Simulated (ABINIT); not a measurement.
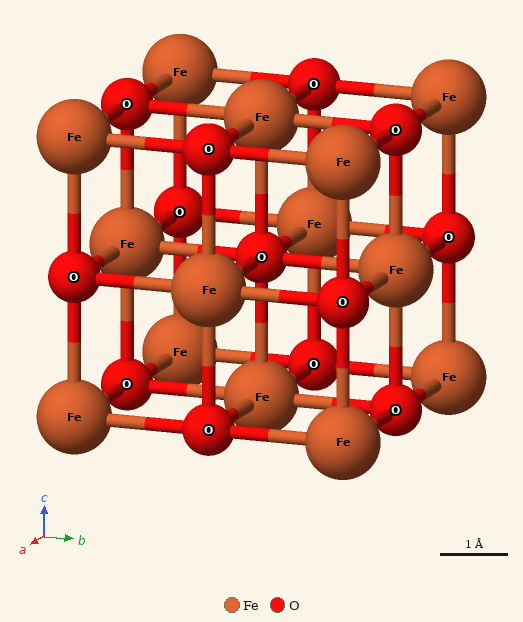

*The input geometry (ball-and-stick view of the cell 4 times as large as that of the calculation, set on its symmetry axes, seen slightly off an axis). An atom can appear more than once, as a periodic image.*

Near neighbours in the periodic cell (some may lie outside the picture): Fe has 6 O at 2.16 Å; O has 6 Fe at 2.16 Å.

**Geometry relaxation, with input and output: FeO (part 1 of 3)**

The run: geometry relaxation of FeO (2 atoms in the cell). Method and program: Kohn-Sham DFT of a periodic cell, LDA, PseudoDojo NC SR LDA v0.4.1 standard, spin-polarised (ABINIT 10.8.3).

The structure derives from an entry of the Crystallography Open Database.

**The input**
```
# Pseudopotentials
pp_dirpath "./"
pseudos "Fe.upf, O.upf"

# Structure
acell 3*1.0 Angstrom
rprim
     0.0000000000     2.1554000000     2.1554000000
     2.1554000000     0.0000000000     2.1554000000
     2.1554000000     2.1554000000     0.0000000000
ntypat 2
znucl 26 8
natom 2
typat 1 2
chkprim 0
chksymtnons 0
tolsym 1.0e-6
xred
            0.0            0.0            0.0
            1/2            1/2            1/2

# Plane-wave basis
ecut 46.0
ecutsm 0.5

# k points
kptopt 1
ngkpt 8 8 8
nshiftk 1
shiftk 0.0 0.0 0.0

# Exchange and correlation
ixc 7

# Bands and occupations
nband 16
occopt 3
tsmear 0.00183747

# Spin
nsppol 2
spinat
     0.0000000000     0.0000000000     3.0000000000
     0.0000000000     0.0000000000     0.0000000000

# SCF cycle
nstep 80
tolvrs 1.0e-12

# Output
iomode 3
prteig 0
prtebands 0
prtwf 0
prtden 0

# Relaxation
ionmov 2
optcell 2
ntime 50
tolmxf 2.0e-5
dilatmx 1.08
```

Hardware: 4 threads of Arm Neoverse V2, 24 GiB of memory available, shared host.

Run as:
```bash
mpirun --bind-to none -np 4 abinit run.abi > log 2>&1
```

**The program's output**
```
.Version 10.8.3 of ABINIT
 Symmetries : space group Fm -3 m (#225); Bravais cF (face-center cubic)
================================================================================
 Values of the parameters that define the memory need of the present run
     intxc =       0    ionmov =       2      iscf =       7    lmnmax =       6
     lnmax =       6     mgfft =      40  mpssoang =       3    mqgrid =    3001
     natom =       2  nloc_mem =       1    nspden =       2   nspinor =       1
    nsppol =       2      nsym =      48    n1xccc =    2501    ntypat =       2
    occopt =       3   xclevel =       1
       mpw =        2573          nfft =       64000          nkpt =          29
================================================================================
================================================================================

--------------------------------------------------------------------------------
------------- Echo of variables that govern the present computation ------------
--------------------------------------------------------------------------------
 -outvars: echo values of preprocessed input variables --------
            acell      1.8897261259E+00  1.8897261259E+00  1.8897261259E+00 Bohr
              amu      5.58470000E+01  1.59994000E+01
          chkprim           0
      chksymtnons           0
          dilatmx      1.08000000E+00
             ecut      4.60000000E+01 Hartree
           ecutsm      5.00000000E-01 Hartree
           ionmov           2
              ixc           7
         kptrlatt        8    0    0      0    8    0      0    0    8
          kptrlen      4.60820436E+01
            natom           2
            nband          16
            ngfft          40      40      40
             nkpt          29
           nspden           2
           nsppol           2
            nstep          80
             nsym          48
            ntime          50
           ntypat           2
           occopt           3
          optcell           2
           prtden           0
        prtebands           0
           prteig           0
            prtwf           0
            rprim      0.0000000000E+00  2.1554000000E+00  2.1554000000E+00
                       2.1554000000E+00  0.0000000000E+00  2.1554000000E+00
                       2.1554000000E+00  2.1554000000E+00  0.0000000000E+00
          spgroup         225
           spinat      0.0000000000E+00  0.0000000000E+00  3.0000000000E+00
                       0.0000000000E+00  0.0000000000E+00  0.0000000000E+00
           tolmxf      2.00000000E-05
           tolsym      1.00000000E-06
           tolvrs      1.00000000E-12
           tsmear      1.83747000E-03 Hartree
            typat      1  2
           xangst      0.0000000000E+00  0.0000000000E+00  0.0000000000E+00
                       2.1554000000E+00  2.1554000000E+00  2.1554000000E+00
            xcart      0.0000000000E+00  0.0000000000E+00  0.0000000000E+00
                       4.0731156918E+00  4.0731156918E+00  4.0731156918E+00
             xred      0.0000000000E+00  0.0000000000E+00  0.0000000000E+00
                       5.0000000000E-01  5.0000000000E-01  5.0000000000E-01
            znucl       26.00000    8.00000

================================================================================

 chkinp: Checking input parameters for consistency.

================================================================================
== DATASET  1 ==================================================================

--- !DatasetInfo
iteration_state: {dtset: 1, }
dimensions: {natom: 2, nkpt: 29, mband: 16, nsppol: 2, nspinor: 1, nspden: 2, mpw: 2573, }
cutoff_energies: {ecut:  46.0, pawecutdg:  -1.0, }
electrons: {nelect:   2.20000000E+01, charge:   0.00000000E+00, occopt:   3.00000000E+00, tsmear:   1.83747000E-03, }
meta: {optdriver: 0, ionmov: 2, optcell: 2, iscf: 7, paral_kgb: 0, }
...

 Exchange-correlation functional for the present dataset will be:
  LDA: Perdew-Wang 92 LSD fit to Ceperley-Alder data - ixc=7
  J.P.Perdew and Y.Wang, PRB 45, 13244 (1992)

 Real(R)+Recip(G) space primitive vectors, cartesian coordinates (Bohr,Bohr^-1):
 R(1)=  0.0000000  4.0731157  4.0731157  G(1)= -0.1227561  0.1227561  0.1227561
 R(2)=  4.0731157  0.0000000  4.0731157  G(2)=  0.1227561 -0.1227561  0.1227561
 R(3)=  4.0731157  4.0731157  0.0000000  G(3)=  0.1227561  0.1227561 -0.1227561
 Unit cell volume ucvol=  1.3514819E+02 bohr^3
 Angles (23,13,12)=  6.00000000E+01  6.00000000E+01  6.00000000E+01 degrees

 getcut: wavevector=  0.0000  0.0000  0.0000  ngfft=  40  40  40
         ecut(hartree)=     53.654   => boxcut(ratio)=   2.10596

--- Pseudopotential description ------------------------------------------------
- pspini: atom type   1  psp file is ./Fe.upf
  26.00000  16.00000  180309                  znucl, zion, pspdat
12 -1012 2 -1 1408                            pspcod,pspxc,lmax,lloc,mmax
     nproj     2     2     2

- pspini: atom type   2  psp file is ./O.upf
   8.00000   6.00000  201201                  znucl, zion, pspdat
12 -1012 2 -1 926                             pspcod,pspxc,lmax,lloc,mmax
     nproj     2     2     1

   4.71258915E+02                                ecore*ucvol(ha*bohr**3)
--------------------------------------------------------------------------------

================================================================================

=== [ionmov= 2] Broyden-Fletcher-Goldfarb-Shanno method (forces)
================================================================================

--- Iteration: ( 1/50) Internal Cycle: (1/1)
--------------------------------------------------------------------------------

---SELF-CONSISTENT-FIELD CONVERGENCE--------------------------------------------

--- !BeginCycle
iteration_state: {dtset: 1, itime: 1, icycle: 1, }
solver: {iscf: 7, nstep: 80, nline: 4, wfoptalg: 0, }
tolerances: {tolvrs: 1.00E-12, }
...

     iter   Etot(hartree)      deltaE(h)  residm     vres2   difmagsph maxmagsph
 ETOT  1  -141.51594974005    -1.415E+02 3.642E-01 8.830E+02 2.993E+00 2.993E+00
 ETOT  2  -141.07838962177     4.376E-01 7.437E-03 8.171E+03 8.861E-01 2.107E+00
 ETOT  3  -141.71340944958    -6.350E-01 7.435E-03 2.121E+02 1.291E+00 3.399E+00
 ETOT  4  -141.72573885699    -1.233E-02 6.219E-04 6.676E+01 8.934E-02 3.488E+00
 ETOT  5  -141.72931232025    -3.573E-03 1.209E-04 1.294E+01 3.054E-02 3.518E+00
 ETOT  6  -141.73009402203    -7.817E-04 9.945E-05 1.157E+00 9.999E-03 3.517E+00
 ETOT  7  -141.73017073554    -7.671E-05 1.521E-05 1.108E-02 5.025E-03 3.516E+00
 ETOT  8  -141.73017154866    -8.131E-07 1.532E-05 1.399E-03 1.110E-03 3.516E+00
 ETOT  9  -141.73017161992    -7.127E-08 2.538E-06 4.431E-04 3.140E-04 3.516E+00
 ETOT 10  -141.73017164590    -2.597E-08 3.161E-06 1.850E-05 2.211E-05 3.516E+00
 ETOT 11  -141.73017164708    -1.186E-09 5.445E-07 5.152E-08 1.689E-05 3.516E+00
 ETOT 12  -141.73017164708     2.586E-12 6.709E-07 9.012E-10 1.882E-06 3.516E+00
 ETOT 13  -141.73017164709    -8.470E-12 1.165E-07 1.036E-11 3.765E-07 3.516E+00
 ETOT 14  -141.73017164708     6.736E-12 1.425E-07 5.769E-13 2.375E-08 3.516E+00

 At SCF step   14       vres2   =  5.77E-13 < tolvrs=  1.00E-12 =>converged.

 Cartesian components of stress tensor (hartree/bohr^3)
  sigma(1 1)=  5.48877904E-04  sigma(3 2)=  0.00000000E+00
  sigma(2 2)=  5.48877904E-04  sigma(3 1)=  0.00000000E+00
  sigma(3 3)=  5.48877904E-04  sigma(2 1)=  0.00000000E+00

--- !ResultsGS
iteration_state: {dtset: 1, itime: 1, icycle: 1, }
comment   : Summary of ground state results
lattice_vectors:
- [  0.0000000,   4.0731157,   4.0731157, ]
- [  4.0731157,   0.0000000,   4.0731157, ]
- [  4.0731157,   4.0731157,   0.0000000, ]
lattice_lengths: [   5.76026,    5.76026,    5.76026, ]
lattice_angles: [ 60.000,  60.000,  60.000, ] # degrees, (23, 13, 12)
lattice_volume:   1.3514819E+02
convergence: {deltae:  6.736E-12, res2:  5.769E-13, residm:  1.425E-07, diffor: null, }
etotal    :  -1.41730172E+02
entropy   :   0.00000000E+00
fermie    :   3.63406235E-01
cartesian_stress_tensor: # hartree/bohr^3
- [  5.48877904E-04,   0.00000000E+00,   0.00000000E+00, ]
- [  0.00000000E+00,   5.48877904E-04,   0.00000000E+00, ]
- [  0.00000000E+00,   0.00000000E+00,   5.48877904E-04, ]
pressure_GPa:  -1.6149E+01
xred      :
- [  0.0000E+00,   0.0000E+00,   0.0000E+00, Fe]
- [  5.0000E-01,   5.0000E-01,   5.0000E-01,  O]
cartesian_forces: # hartree/bohr
- [ -0.00000000E+00,  -0.00000000E+00,  -0.00000000E+00, ]
- [ -0.00000000E+00,  -0.00000000E+00,  -0.00000000E+00, ]
force_length_stats: {min:   0.00000000E+00, max:   0.00000000E+00, mean:   0.00000000E+00, }
...

 Integrated electronic and magnetization densities in atomic spheres:
 ------------------------------------------------------------------------------------------------------------
 Radius=ratsph(iatom), smearing ratsm=  0.0000. Diff(up-dn)=approximate z local magnetic moment.
    Atom    Radius    up_density   dn_density  Total(up+dn)  Diff(up-dn)
    1 Fe   2.00000     8.702923     5.187309     13.890232     3.515614
    2  O   2.00000     3.259554     2.910991      6.170545     0.348563
 ------------------------------------------------------------------------------------------------------------
  Sum:                11.962477     8.098300     20.060777     3.864177
 Total magnetization (from the atomic spheres):                3.864177
 Total magnetization (exact up - dn):                          4.000610

---OUTPUT-----------------------------------------------------------------------

 Cartesian coordinates (xcart) [bohr]
  0.00000000000000E+00  0.00000000000000E+00  0.00000000000000E+00
  4.07311569178163E+00  4.07311569178163E+00  4.07311569178163E+00
 Reduced coordinates (xred)
  0.00000000000000E+00  0.00000000000000E+00  0.00000000000000E+00
  5.00000000000000E-01  5.00000000000000E-01  5.00000000000000E-01
 Cartesian forces (fcart) [Ha/bohr]; max,rms= 0.00000E+00 0.00000E+00 (free atoms)
 -0.00000000000000E+00 -0.00000000000000E+00 -0.00000000000000E+00
 -0.00000000000000E+00 -0.00000000000000E+00 -0.00000000000000E+00
 Gradient of E wrt nuclear positions in reduced coordinates (gred)
  0.00000000000000E+00  0.00000000000000E+00  0.00000000000000E+00
  0.00000000000000E+00  0.00000000000000E+00  0.00000000000000E+00
 Scale of Primitive Cell (acell) [bohr]
  1.88972612590778E+00  1.88972612590778E+00  1.88972612590778E+00
 Real space primitive translations (rprimd) [bohr]
  0.00000000000000E+00  4.07311569178163E+00  4.07311569178163E+00
  4.07311569178163E+00  0.00000000000000E+00  4.07311569178163E+00
  4.07311569178163E+00  4.07311569178163E+00  0.00000000000000E+00
 Unitary Cell Volume (ucvol) [Bohr^3]=  1.35148189855264E+02
 Angles (23,13,12)= [degrees]
  6.00000000000000E+01  6.00000000000000E+01  6.00000000000000E+01
 Lengths [Bohr]
  5.76025545243226E+00  5.76025545243226E+00  5.76025545243226E+00
 Stress tensor in cartesian coordinates (strten) [Ha/bohr^3]
  5.48877903704656E-04  0.00000000000000E+00  0.00000000000000E+00
  0.00000000000000E+00  5.48877903704663E-04  0.00000000000000E+00
  0.00000000000000E+00  0.00000000000000E+00  5.48877903704670E-04
 Total energy (etotal) [Ha]= -1.41730171647081E+02

--- Iteration: ( 2/50) Internal Cycle: (1/1)
--------------------------------------------------------------------------------

---SELF-CONSISTENT-FIELD CONVERGENCE--------------------------------------------

--- !BeginCycle
iteration_state: {dtset: 1, itime: 2, icycle: 1, }
solver: {iscf: 7, nstep: 80, nline: 4, wfoptalg: 0, }
tolerances: {tolvrs: 1.00E-12, }
...
```
